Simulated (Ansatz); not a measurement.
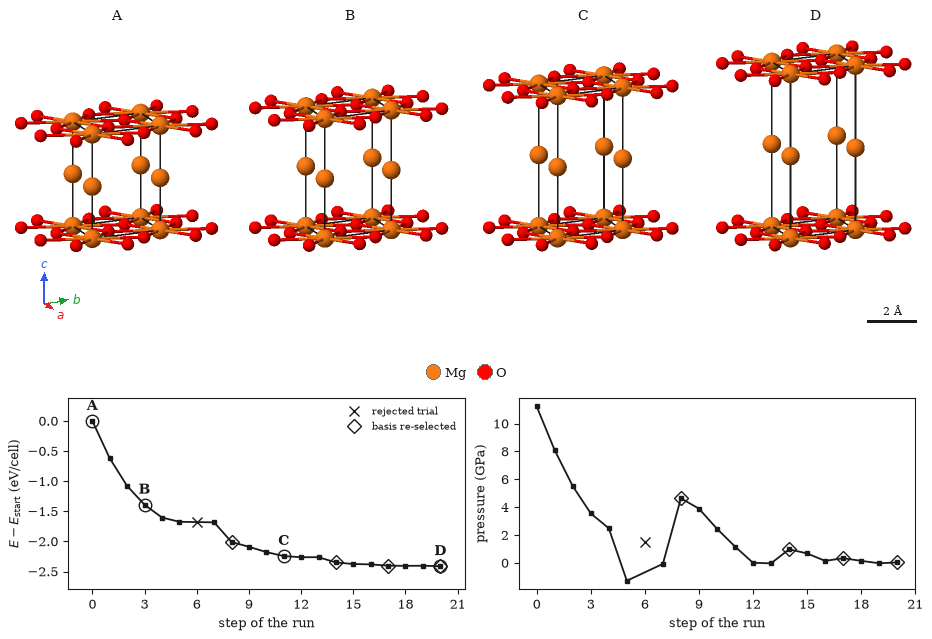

Frames of a relaxation of solid MgO (a generated structure, set up in P6/mmm) (coarse preliminary run), marked on the history of the run. The picture is a ball-and-stick view of the cell of the calculation, seen slightly off an axis.

All numbers below come from Ansatz, DFT PBE, scalar-relativistic, plane waves, PAW.

Input
```yaml
crystal:
  lattice:
    - [3.81647364, 0.0, 0.0]
    - [-1.90823682, 3.30516313, 0.0]
    - [0.0, 0.0, 4.39526815]
  atoms:
    - { symbol: Mg, position: [0.0, 0.0, 0.5] }
    - { symbol: Mg, position: [0.0, 0.0, 0.0] }
    - { symbol: O, position: [0.33333333, 0.66666667, 0.0], spin: 1.0 }
    - { symbol: O, position: [0.66666667, 0.33333333, 0.0], spin: 1.0 }
basis:
  ecutwfc: 420
kpoints:
  mp_grid: { grid: [6, 6, 4] }
hamiltonian:
  xc: pbe
scf:
  occupations: { method: gaussian, width: 0.1 }
  lower_state_search: "off"
output:
  forces: true
  stress: true
  eigenvalues: true
  populations: true
magnetization:
  spin_polarized: true
relax:
  adjacent_minimum: "off"
  f_tol: 0.04
  max_steps: 70
  cell: { stress_tol: 0.4 }
```

Run as
```bash
ansatz run input.yaml --threads 1 --pin off --max-ram 2560MiB --backend cpu --events-out ev --progress --plain --runs-dir out
```

**Describe the path.**

The atoms keep their places relative to the cell (all moves are under 0.005 Å). The volume changes by +44.4 %, with a = b 3.816 → 3.658 Å (−4.2 %), c 4.395 → 6.912 Å (+57.3 %). Some distances before and after: Mg1–Mg2 2.198 → 3.456 Å, Mg2–O3 2.203 → 2.112 Å. The space group stays P6/mmm (No. 191). Over 15 accepted moves (20 points after the start) the energy falls by 2.412 eV per cell of the calculation. All forces vanish by symmetry, so only the cell relaxes. Pressure: 11.23 GPa at the start and 0.04 GPa at the end. The line search rejected the trial step at point 6 of the run. The SCF was repeated 4 times at an unchanged geometry on a basis and grid sized afresh for the cell, which shifted the energy by 0.326 eV per cell of the calculation at most. The program noted that the starting moments weren't kept. From step 0 to 3: volume +9.9 %, energy −1.391 eV per cell of the calculation. From step 3 to 11: volume +14.5 %, energy −0.853 eV per cell of the calculation. From step 11 to 20: volume +14.8 %, energy −0.169 eV per cell of the calculation.
